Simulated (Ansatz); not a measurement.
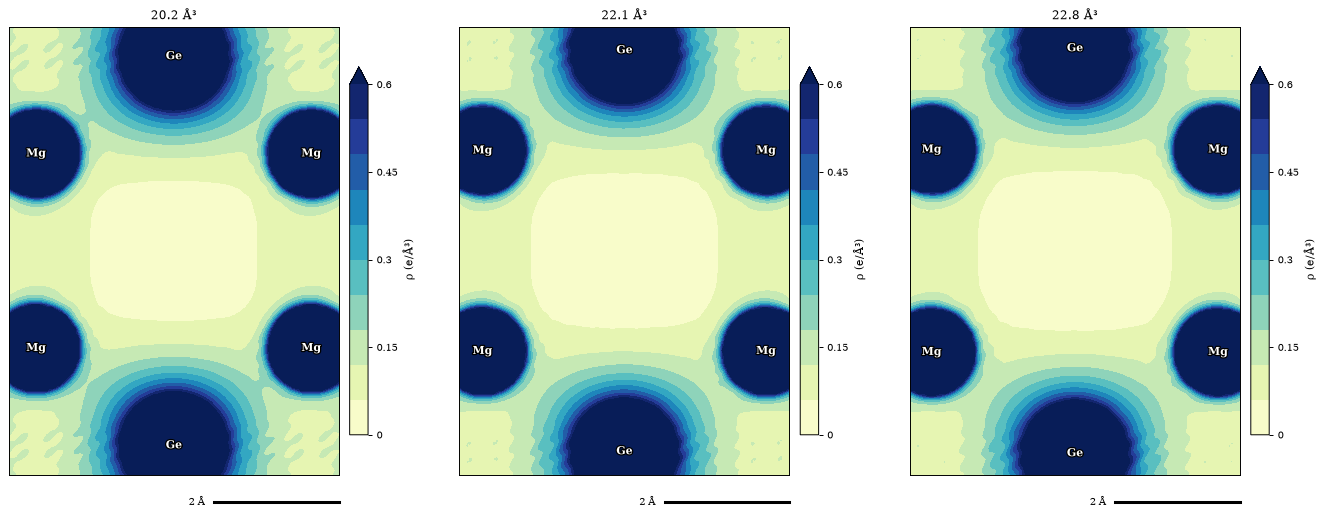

Mg2Ge. The valence charge density (pseudo) of cells scaled evenly to different volumes (given per atom above each panel), on the (011̄) plane of each (indices in the axes of the cell below), at one length scale and on one colour scale.

Started from the antifluorite prototype, which need not be the ambient phase.

These are results of DFT, r2SCAN with spin-orbit coupling, plane waves, PAW in Ansatz 0.2.0, not measurements.

The density is the valence pseudo-density of a PAW calculation; it isn't the true density close to the nuclei.

The largest cell:

```
Ge Mg
1.0
     0.00000    3.24676    3.24676
     3.24676    0.00000    3.24676
     3.24676    3.24676    0.00000
Ge Mg
1 2
Direct
  0.00000 0.00000 0.00000
  0.25000 0.25000 0.25000
  0.75000 0.75000 0.75000
```

| volume (Å³/atom) | Mg–Ge contact in the plane (Å) | ρ at its midpoint (e/Å³) | pressure (GPa) | gap on the mesh (eV) | 
| --- | --- | --- | --- | --- |
| 20.24 | 2.702 | 0.252 | 3.8 | 0.32 | 
| 21.50 | 2.757 | ? | ? | ? | 
| 22.15 | 2.784 | 0.227 | −1.6 | 0.40 | 
| 22.82 | 2.812 | 0.219 | −2.9 | 0.42 | 

**Estimate the missing row, and compare with the calculation.**

Over the known rows ln ρ falls by 1.28 per Å of Mg–Ge distance (a least-squares line), which gives 0.235 e/Å³ at 2.757 Å; the calculation gives 0.235 e/Å³. For the pressure, a straight line in volume between the neighbouring rows gives 0.2 GPa; the calculation gives 0.0. For the gap on the mesh, a straight line in volume between the neighbouring rows gives 0.37 eV; the calculation gives 0.38.
